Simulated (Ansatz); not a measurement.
# Bands, cutoff and cost in G0W0 for CuBiSeO (P4/nmm), part 2 of 2

Aim: see how the G0W0 gap of CuBiSeO (P4/nmm) on r2SCAN moves with empty bands and screening cutoff, and what each rung costs.

Ansatz 0.2.0; G0W0 on r2SCAN, plane waves, PAW; PAW set soft_1. Known limits of the many-body steps: not at the basis limit; model gap, bands may invert with spin-orbit coupling; no spin polarisation; d shell near the gap, gap tends to lie low; no spin-orbit coupling; coarse k mesh.

So far. Step 4 (880 empty bands, screening to 200 eV): Against the run with 4×4×2 mesh, 409 empty bands, screening to 120 eV, PAW set soft_1 files, the gap moves by −0.06 eV.

In doubt: one-shot GW on d or f shells is unsure (steps 2, 3, 4, 5), so the values of those runs are not to be relied on.

### Step 5. Changing the frequency model: 4×4×2 mesh, 409 empty bands, screening to 120 eV, plasmon pole, PAW set soft_1 files

A plasmon pole stands in for the full frequency dependence of the screening; this run shows what that costs in accuracy. Bands and cutoff differ from the step before, so it is read against an earlier run that matches them.

Input file input.yaml:

```yaml
crystal:
  lattice:
    - [3.9221, 0.0, 0.0]
    - [0.0, 3.9221, 0.0]
    - [0.0, 0.0, 8.9133]
  atoms:
    - { symbol: Cu, position: [0.0, 0.0, 0.5] }
    - { symbol: Cu, position: [0.5, 0.5, 0.5] }
    - { symbol: Bi, position: [0.0, 0.5, 0.8600640328] }
    - { symbol: Bi, position: [0.5, 0.0, 0.1399359672] }
    - { symbol: Se, position: [0.5, 0.0, 0.6731283907] }
    - { symbol: Se, position: [0.0, 0.5, 0.3268716093] }
    - { symbol: O, position: [0.5, 0.5, 0.0] }
    - { symbol: O, position: [0.0, 0.0, 0.0] }
kpoints:
  mp_grid: { grid: [4, 4, 2] }
hamiltonian:
  xc: r2scan
  pseudopotentials: { kind: paw, azcp: { folder: soft_1 } }
scf:
  occupations: { method: fixed }
gw:
  n_empty_bands: 409
  ecut_chi: 120
  qp_bands: [v2, c2]
  qp_kpoints: band_edges
  screening: { model: godby_needs }
```

The run is started by

```
$ ansatz run input.yaml --threads 24 --pin off --max-ram 82944MiB --backend cuda --events-out ev --progress --plain --runs-dir out --devices 1 --max-vram 78GiB
```

Numbers of over 12 decimals in the logs are rounded to 6 here.

What it wrote:

```text
GPUs: using 1 of 1 available (devices: 1).
[...]
Crystal: 8 atoms, lattice volume = 137.112 Å³
Basis set: ecut = 500 eV, 3465 PW (Γ), exchange–correlation on 120×120×288 points (64 copies of the dense FFT grid, shifted against one another)
Bands: 68, of which v1, the nominal top of the filled ones, is band 56 counted from 1 (55 counted from 0)
Symmetry: 16 space group operations
[...]
k-points: 12 of 32
[...]
1    57     12.7858    -9.6906    -3.8364   -13.5600  0.8271    12.8188    12.8188  root
     1    58     12.9063   -15.8924    -2.4456   -18.5212  0.8109    13.0897    13.0895  root
[...]
10    55     11.0444   -43.6149     8.0614   -35.7419  0.7340    11.2321    11.2327  root
    10    56     11.0444   -43.6149     8.0614   -35.7419  0.7340    11.2321    11.2327  root
    10    57     13.1656   -14.7349    -2.6827   -17.5710  0.8122    13.3192    13.3191  root
    10    58     13.1656   -14.7349    -2.6827   -17.5710  0.8122    13.3192    13.3191  root
[key lines of the parts left out:]
SCF converged after 12 iterations
```

Wall time 5.9 s (1 × NVIDIA GB200 (shared by 2 runs) with 24 threads of Arm Neoverse V2, shared host); peak memory 2.4 GiB; 39 s of CPU time.

Numbers from this step:

* bands summed: 465
* plasmon-pole fit frequency: 33.56 eV
* RPA ε∞ on this mesh (eigenvalues): 11.39, 19.86, 19.86
* plane waves in the screening matrix: 419
* G0W0 gap on the mesh: 0.5458 eV
* k of the valence top: 0, 0.25, -0.5
* k of the conduction bottom: 0, 0, -0.5
* starting gap on the mesh: 0.5878 eV
* least direct G0W0 gap on the computed points: 0.5724 eV

Against the run with 4×4×2 mesh, 409 empty bands, screening to 120 eV, PAW set soft_1 files, the gap moves by −0.07 eV.

### Step 6. Convergence and cost

Times are wall times on 1 × NVIDIA GB200 (shared by 2 runs) with 24 threads of Arm Neoverse V2, shared host, good to a factor of about two.

```csv
mesh,files,frequency,bands summed,cutoff (eV),start (eV),G0W0 (eV),time,host memory (GiB)
4×4×2,PAW set soft_1,contour deformation,200,60,0.588,0.933,4.1 s,1.7
4×4×2,PAW set soft_1,contour deformation,465,120,0.588,0.618,12 s,2.4
4×4×2,PAW set soft_1,contour deformation,936,200,0.588,0.561,25 s,3.9
4×4×2,PAW set soft_1,plasmon pole,465,120,0.588,0.546,5.9 s,2.4
```

The parts of the quasiparticle energy at the two band edges (eV; QP = start + Σx + Σc − Vxc):

```csv
run,edge,start,Σx,Σc,Vxc,Z,QP
200 bands,valence top,12.20,-31.78,4.62,-27.17,0.70,12.20
200 bands,conduction bottom,12.79,-9.69,-3.52,-13.56,0.78,13.14
465 bands,valence top,12.20,-31.78,4.63,-27.17,0.70,12.22
465 bands,conduction bottom,12.79,-9.69,-3.82,-13.56,0.78,12.83
936 bands,valence top,12.20,-31.78,4.55,-27.17,0.70,12.14
936 bands,conduction bottom,12.79,-9.69,-3.96,-13.56,0.78,12.70
```

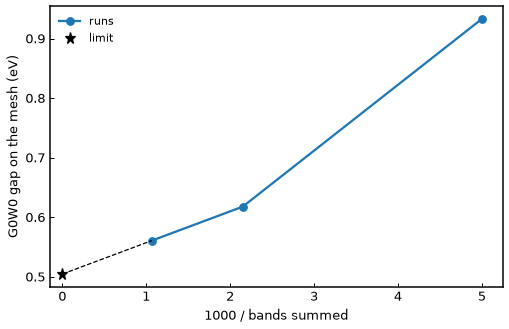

The gap against one over the number of bands; the dashed line carries the two highest rungs to the limit.

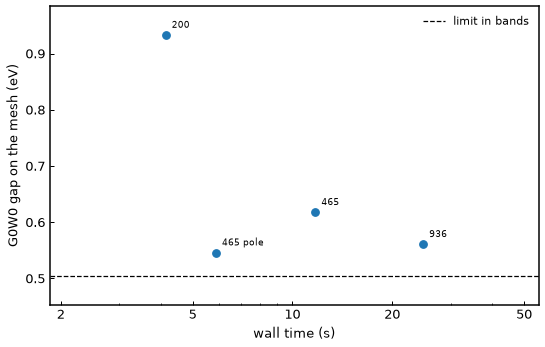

Result against wall time.

### Step 7. Outcome

- 200 bands, 60 eV: 0.933 eV
- 465 bands, 120 eV: 0.618 eV
- 936 bands, 200 eV: 0.561 eV
- estimated limit in bands and cutoff: 0.50 eV
- mesh and start: 4×4×2, r2SCAN

A line in one over the bands through the two highest rungs gives 0.50 eV, −0.06 eV from the top rung; the pair below gives 0.38 eV, so the series converges faster than that law. The rungs stand 0.43 eV (200 bands), 0.11 eV (465 bands) and 0.06 eV (936 bands) from it. From 200 to 936 bands the gap moves by −0.37 eV while the time grows 6.0-fold. Σc changes by −0.07 eV at the valence top and −0.44 eV at the conduction bottom, so the conduction edge carries most of the change. The plasmon-pole model gives −0.07 eV against contour deformation, 241 % of the correction. The cheapest rung within 0.1 eV of this estimate is that with 936 bands (25 s). The 4×4×2 mesh misses a band edge: over a band path and its finer mesh (run apart) the r2SCAN gap is 0.55 eV, so the G0W0 gap over the zone may lie about 0.04 eV below its value on the mesh. The 4×4×2 mesh is coarse for this cell (its supercell is 16 Å along the shortest edge). The RPA ε∞ on it, from the r2SCAN start, is 11.35 and 19.82; such meshes misread the long-range screening, most where the gap is narrow. Where an edge is built on 6p states of lead, bismuth or thallium, scalar-relativistic gaps usually stand too wide, by a few tenths to over one eV. With atoms this heavy and so narrow a gap, spin-orbit coupling can invert the bands. These scalar-relativistic gaps are then model values, not to be set against experiment, and a spin-orbit change taken from DFT can't simply be added. A d shell, filled or nearly so, lies near the gap. One-shot GW converges very slowly in bands there, not always from below, and on a semilocal start the gap tends to come out low; starts rich in exact exchange can overshoot instead.

[Paths, hosts, dates, memory and timing lines, banners, echoed tables and standing remarks are left out of the program output.]

[Logs are printed without paths, hosts, clocks, repeated set-up lines and the standing remarks that a program may print on its own settings, such as how far it seeks lower states.]

[Runs of the session that timed out or met a known fault of the program may be left out.]

[Cells called generated may have been cut or substituted from an entry of the Crystallography Open Database or the Materials Project.]

[Hosts, paths, dates, database ids (printed as entryN), source tags and the programs' standing remarks are cut or masked in the printed files.]
